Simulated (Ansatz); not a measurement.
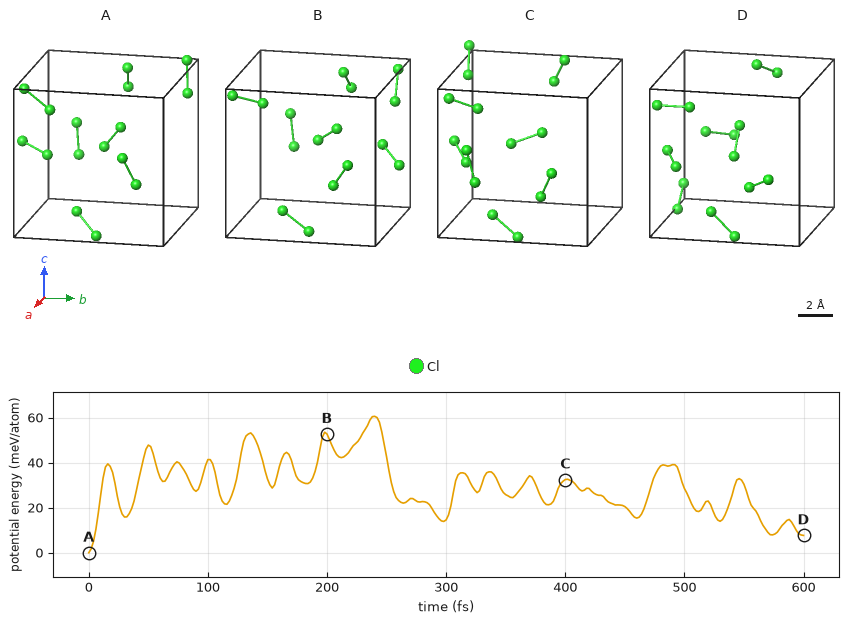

First-principles dynamics of a periodic cell with 8 Cl2 at 1.208 g/cm³, 600 fs long. Frames (A at 0 fs, B at 200 fs, C at 400 fs, D at 600 fs) and the history of the run. A ball-and-stick model of the simulation cell, seen slightly off an axis. Atoms that leave the cell re-enter on the other side.

Method: DFT PBE, scalar-relativistic, plane waves, PAW in Ansatz. Run with plane-wave cutoff 420 eV; k-point mesh 1 × 1 × 1; Fermi-Dirac smearing 0.05 eV; Langevin thermostat (NVT); set temperature 1000 K; time step 2 fs; friction 0.02 per fs.

What happens in this trajectory?

Answer. Over the second half the temperature averages 1010 K (spread ±147 K). The potential energy in the second half lies on average 24.7 meV per atom above the first frame. In the second half of the run the atoms are, in the root-mean-square, this far from where they began (common drift taken out): Cl 1.12 Å. The molecules turn and drift from their places.
